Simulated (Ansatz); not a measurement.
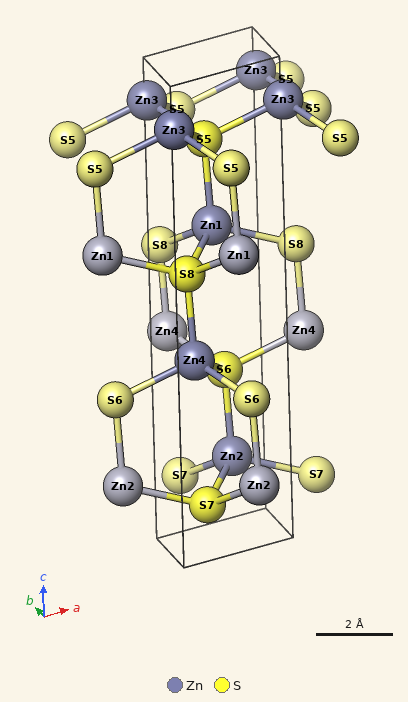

The structure (ball-and-stick view of the reduced cell, seen slightly off an axis; neighbours outside the cell are drawn fainter; atoms are numbered from 1 in the order of the input).

**Single-point calculation of ZnS**

ZnS (R3m, 8 atoms in the cell), computed with DFT PBE, scalar-relativistic, plane waves, PAW, no spin polarisation (Ansatz 0.2.0).

The structure derives from an entry of the Crystallography Open Database. It belongs to a series of runs on one base structure; here: the crystal above the cut slid by 0.6667 of the vector 1 a1 + 1 a2 (6.661 Å). Figures and captions count atoms from 1; the log counts them from 0 in places.

The input
```yaml
crystal:
  lattice:
    - [-3.8454929872, 0.0, 0.0]
    - [-1.9227464936, -3.330294617, 0.0]
    - [-3.8456852619, -2.2203074212, 12.6106666151]
  atoms:
    - { symbol: Zn, position: [-0.1042618087, -0.1042618087, 0.6563598951] }
    - { symbol: Zn, position: [0.2290881913, 0.2290881913, 0.1563598951] }
    - { symbol: Zn, position: [0.0623965246, 0.0623965246, 0.9063598951] }
    - { symbol: Zn, position: [0.3957465246, 0.3957465246, 0.4063598951] }
    - { symbol: S, position: [-0.2291215246, -0.2291215246, 0.8436401049] }
    - { symbol: S, position: [0.1042284754, 0.1042284754, 0.3436401049] }
    - { symbol: S, position: [0.6042368087, 0.6042368087, 0.0936401049] }
    - { symbol: S, position: [0.2708868087, 0.2708868087, 0.5936401049] }
basis:
  ecutwfc: 420
kpoints:
  mp_grid: { grid: [8, 8, 2] }
hamiltonian:
  xc: pbe
scf:
  occupations: { method: gaussian, width: 0.05 }
output:
  forces: true
  stress: true
  eigenvalues: true
  write_density: true
  write_potential: true
  elf: true
  volumetric_format: npy
```

Run on 2 threads of Intel Xeon @ 2.50GHz (Skylake/Cascade Lake), 192 GiB of memory available, shared host.

Launch command:
```bash
ansatz run input.yaml --threads 2 --pin off --max-ram 5120MiB --backend cpu --events-out ev --progress --plain --runs-dir out
```

What the program printed
```
Engine: ansatz 0.2.0, x86_64-unknown-linux-gnu
Pseudopotentials: kind: paw
Pseudopotential: Zn, paw, valence charge 12, recommended cutoff 420 eV (normal), Zn.paw.azcp
Pseudopotential: S, paw, valence charge 6, recommended cutoff 420 eV (normal), S.paw.azcp
Functional definition: PBE
  parameter kappa = 0.804
  parameter beta = 0.06672455060314922
  exchange = pbe_x(kappa = kappa, mu = beta*pi^2/3)
  correlation = pbe_c(beta = beta)
Crystal: 8 atoms, lattice volume = 161.500 Å³
Basis set: ecut = 420 eV, 3127 PW (Γ), exchange–correlation on 54×54×180 points (8 copies of the dense FFT grid, shifted against one another)
Bands: 44, of which v1, the nominal top of the filled ones, is band 36 counted from 1 (35 counted from 0)
Symmetry: 2 space group operations
Space group: Cm (ITA 8), of the structure as read, at distance tolerance 5.4e-5 Å
k-points: 42 of 128 (time reversal used)
Non-local potential: Zn, projectors of the file, l = 0: 2, l = 1: 2, l = 2: 3, l = 3: 1
Non-local potential: S, projectors of the file, l = 0: 2, l = 1: 2, l = 2: 2
PAW form: soft (Blöchl's): semilocal exchange-correlation on the pseudo side does not see the compensation charge
PAW one-centre angular grid: Zn, 590 points (default); XC on 64 Gauss nodes
PAW one-centre angular grid: S, 110 points (default); XC on 64 Gauss nodes
Initial density: superposition of atomic densities (neutral atoms: chi_scale 0, normalization atom), corrected by the library's trained network
Initial wavefunctions: pseudopotential atomic-orbital guess
Functional: x = pbe(κ = 0.804, μ = 0.2195149727645171), c = pbe(β = 0.06672455060314922)
SCF iter   1: F=—  HF=-16889.895529 eV  |F-HF|=—  |Δ(HF+E_count)|=         —  Δρ=1.56e-3  dr2=1.03e-2  ethr=1.77e-3  ⟨swp⟩=8.2  Hψ=7963  notcnv=0  defer=22
preconditioner: auto → Resta (q_TF=auto, 2.385 Å⁻¹)  ε∞=6.8  [insulator: Δε(μ)=1.166 eV  Ē_g=10.331 eV  σ=0.050 eV  W_gap=1.00  n_scr=44 (ndim 8)  ℏωp=24.8 eV  f_vac=0.034  D(μ)=0.00/eV (n_scr^D=0)  ε∞_Penn≈6.8]
SCF iter   2: F=—  HF=-16889.895531 eV  |F-HF|=—  |Δ(HF+E_count)|=   2.32e-6  Δρ=8.81e-4  dr2=3.42e-3  ethr=1.44e-5  ⟨swp⟩=2.1  Hψ=3138  notcnv=0  defer=56
SCF iter   3: F=—  HF=-16889.895448 eV  |F-HF|=—  |Δ(HF+E_count)|=   8.30e-5  Δρ=8.64e-4  dr2=8.69e-4  ethr=4.74e-6  ⟨swp⟩=2.0  Hψ=3073  notcnv=0  defer=56
SCF iter   4: F=—  HF=-16889.894991 eV  |F-HF|=—  |Δ(HF+E_count)|=   4.57e-4  Δρ=1.87e-4  dr2=1.22e-4  ethr=1.21e-6  ⟨swp⟩=2.0  Hψ=3059  notcnv=0  defer=56
SCF iter   5: F=—  HF=-16889.894988 eV  |F-HF|=—  |Δ(HF+E_count)|=   2.60e-6  Δρ=7.37e-5  dr2=1.79e-5  ethr=1.69e-7  ⟨swp⟩=2.0  Hψ=3101  notcnv=0  defer=56
SCF iter   6: F=—  HF=-16889.894980 eV  |F-HF|=—  |Δ(HF+E_count)|=   8.27e-6  Δρ=4.25e-5  dr2=2.88e-6  ethr=2.48e-8  ⟨swp⟩=2.0  Hψ=3087  notcnv=0  defer=58
SCF iter   7: F=—  HF=-16889.894981 eV  |F-HF|=—  |Δ(HF+E_count)|=   5.30e-7  Δρ=3.36e-5  dr2=1.22e-6  ethr=4.00e-9  ⟨swp⟩=2.0  Hψ=3056  notcnv=0  defer=62
SCF iter   8: F=—  HF=-16889.894980 eV  |F-HF|=—  |Δ(HF+E_count)|=   2.11e-7  Δρ=1.27e-5  dr2=2.31e-7  ethr=1.69e-9  ⟨swp⟩=2.0  Hψ=2793  notcnv=0  defer=62
SCF iter   9: F=-16889.894980 eV  HF=-16889.894980 eV  |F-HF|=4.34e-9  |Δ(HF+E_count)|=   6.10e-8  Δρ=3.48e-6  dr2=1.99e-8  ethr=1.39e-10  ⟨swp⟩=14.1  Hψ=13799  notcnv=0
SCF 1 converged in 9 iterations: F = -16889.894980 eV  dr2 = 1.99e-8
  greatest PAW one-centre occupation: 0.986 electrons in one spin orbital (limit 2), on the Zn atom at site 2 (counted from 0), in its partial waves of l = 2
```

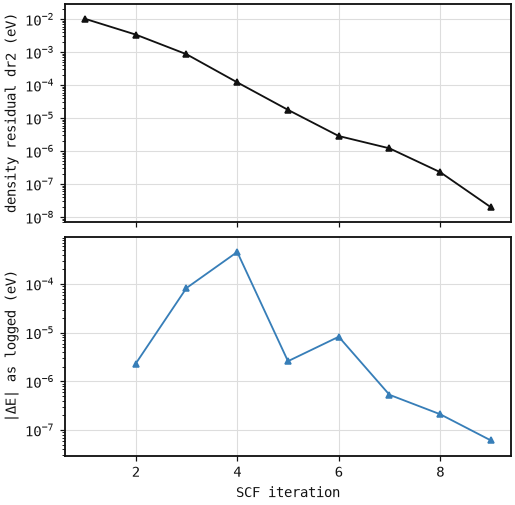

Convergence of the self-consistent field: density residual dr2 and size of the energy change against the SCF iteration. The residual falls at every step.

```
SCF converged after 9 iterations
Free energy (F): -16889.894980 eV
Harris-Foulkes:  -16889.894980 eV  (|F-HF|=4.34e-9)
Internal energy: -16889.894980 eV  (E = F + TS)
E sigma→0 (E₀):  -16889.894980 eV
Fermi energy:    6.374101 eV
--- Per-component energies (eV) ---
  E_band       = 6.501250
  E_kinetic    = 950.135875
  E_local      = -8183.161314  (includes V_loc(G=0)·N_el)
  E_nonlocal   = 2573.223470
  E_hartree    = 3417.583057
  E_xc         = -935.376914
  E_vxc        = -555.234114  (∫ρ·V_xc dr)
  E_paw        = -9716.458734  (= ΣΔE_a)
  E_vpaw       = -1613.628915  (= ΣTr[D̂ρ^β])
  E_aug_tail   = -0.001419  (compensation charges beyond the density's cutoff)
  E_ewald      = -4995.839000
  E_smearing   = -0.000000  (= −TS)
  E_closure    = 0.000000  (closes the sum)
  Σ components = -16889.894980   (vs F -16889.894980, Δ=0.00e0)
--- Forces (eV/Å), atoms counted from 1 ---
  atom   1  Zn    -0.00002244    -0.00001296    -0.21971682
  atom   2  Zn    -0.00006937    -0.00004005     0.13873179
  atom   3  Zn     0.00018065     0.00010430    -0.10016422
  atom   4  Zn    -0.00014525    -0.00008386    -0.21937374
  atom   5  S     -0.00032389    -0.00018700    -0.19051986
  atom   6  S      0.00027913     0.00016116     0.24839681
  atom   7  S      0.00008056     0.00004651     0.16806241
  atom   8  S      0.00002064     0.00001191     0.17460085
  max |Σ_I F_I| component: 1.72e-5 eV/Å
--- Stress (GPa, compression-positive) ---
       -1.420035      -0.000373      -0.002606
       -0.000373      -1.419604      -0.001505
       -0.002606      -0.001505       2.368219
  P = ⅓ Tr σ = -0.1571 GPa (-1.571 kbar)
--- Band table (eV; the first three rows and the last of 42) ---
  k-point 0: bands = ["-7.7364", "-7.1318", "-6.7900", "-6.2540", "-1.3474", "-1.3474", "-1.2099", "-0.9687", "-0.9687", "-0.7665", "-0.7665", "-0.6979", "-0.4552", "-0.4552", "-0.4313", "-0.3692", "-0.3692", "-0.3031", "-0.3031", "-0.0522", "-0.0522", "-0.0031", "0.0910", "0.0910", "0.5191", "2.6222", "3.0527", "4.4256", "4.4256", "4.9661", "4.9661", "5.3756", "5.3756", "5.7144", "5.7144", "5.8098", "6.9384", "8.4567", "8.9442", "9.1867", "11.4742", "11.4742", "11.4765", "11.9593"]
  k-point 1: bands = ["-7.7282", "-7.1835", "-6.7122", "-6.2896", "-1.3474", "-1.3474", "-1.2104", "-0.9687", "-0.9687", "-0.7665", "-0.7665", "-0.6913", "-0.4551", "-0.4551", "-0.3963", "-0.3693", "-0.3693", "-0.3031", "-0.3031", "-0.2061", "-0.0521", "-0.0521", "0.0909", "0.0909", "1.1243", "1.5523", "4.2698", "4.4196", "4.4196", "4.8952", "5.0059", "5.0059", "5.3149", "5.3149", "5.7416", "5.7416", "7.3455", "8.5607", "8.7473", "9.1812", "11.4644", "11.4644", "11.5207", "12.2070"]
  k-point 2: bands = ["-7.6455", "-7.0513", "-6.7008", "-6.1846", "-1.3447", "-1.3240", "-1.1914", "-0.9728", "-0.9672", "-0.7653", "-0.7425", "-0.6833", "-0.4545", "-0.4314", "-0.4177", "-0.3717", "-0.3683", "-0.2979", "-0.2781", "-0.0668", "-0.0513", "-0.0184", "0.0924", "0.0935", "0.6895", "2.4690", "3.1102", "3.7271", "4.2184", "4.2338", "4.6780", "4.7738", "4.9033", "5.1820", "5.5670", "5.7548", "7.7619", "9.0556", "9.5475", "9.8107", "10.6488", "11.4968", "11.6965", "11.8703"]
  k-point 41: bands = ["-7.0314", "-6.4826", "-6.1592", "-5.7182", "-1.2640", "-1.2081", "-0.9820", "-0.9167", "-0.9023", "-0.7231", "-0.6191", "-0.4555", "-0.4066", "-0.3690", "-0.3285", "-0.3061", "-0.2286", "-0.1475", "-0.1442", "-0.0519", "-0.0081", "0.1312", "0.1495", "0.2149", "0.4146", "0.8313", "1.0306", "1.5489", "2.5287", "3.2357", "3.6873", "3.7544", "3.9930", "4.3696", "4.7353", "5.0338", "7.6126", "9.2331", "9.3481", "9.5283", "9.8404", "11.0542", "11.2628", "12.5665"]
```

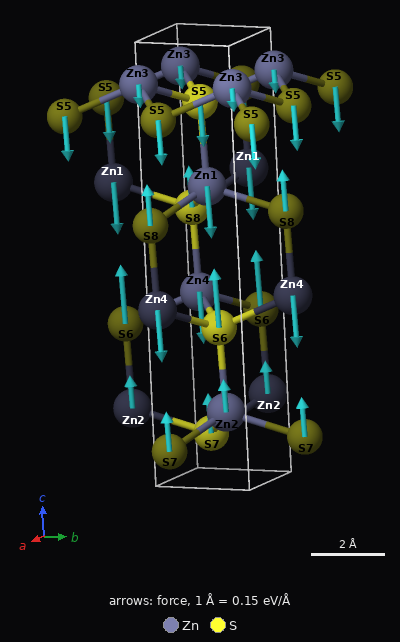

Forces on the atoms as teal arrows (ball-and-stick view of the reduced cell, seen slightly off an axis; neighbours outside the cell are drawn fainter; atoms are numbered from 1 in the order of the input). The largest act on S6 (0.25 eV/Å); Zn1, Zn4 (0.22 eV/Å); S5 (0.19 eV/Å); S8 (0.17 eV/Å), among others. The geometry is not a stationary point of this energy.

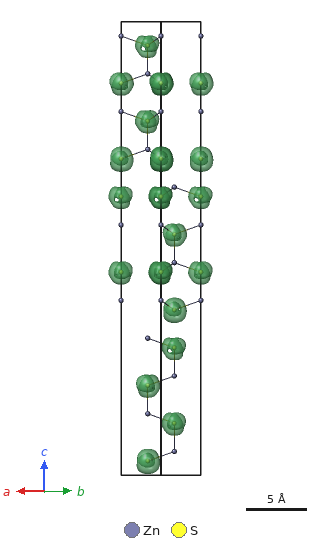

Isosurface of the electron localisation function at 0.8 (green), seen along [110]. Only the valence region is drawn (cores and ρ < 0.01 e/Å³ removed). Sticks mark near contacts. The outline is the cell set on symmetry axes. Profiles from the grid: Zn–S (2.36 Å): the ELF is about 0.55 at the midpoint. Core electrons are frozen (PAW), so the fields are smoothed inside the atomic spheres.

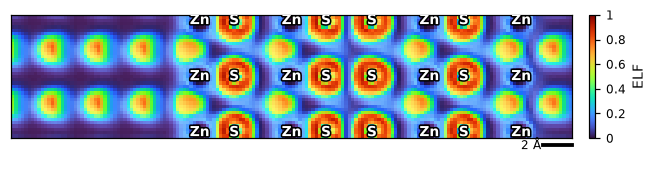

ELF on the (11̄0) plane of the conventional cell. Zn–S (2.36 Å): the ELF is about 0.55 at the midpoint.

Results in brief

| quantity | value |
| --- | --- |
| outcome | converged |
| space group (tolerance 0.01 Å) | R3m (160) |
| electrons treated | 72 |
| free energy | −16889.8950 eV |
| Fermi energy | 6.374 eV |
| gap on the k-point mesh | 1.13 eV |
| pressure | −0.16 GPa |
| largest force (length of the vector) | 0.248 eV/Å |
| wall time | 23 s (CPU time 46 s) |
| peak memory | 0.58 GiB |
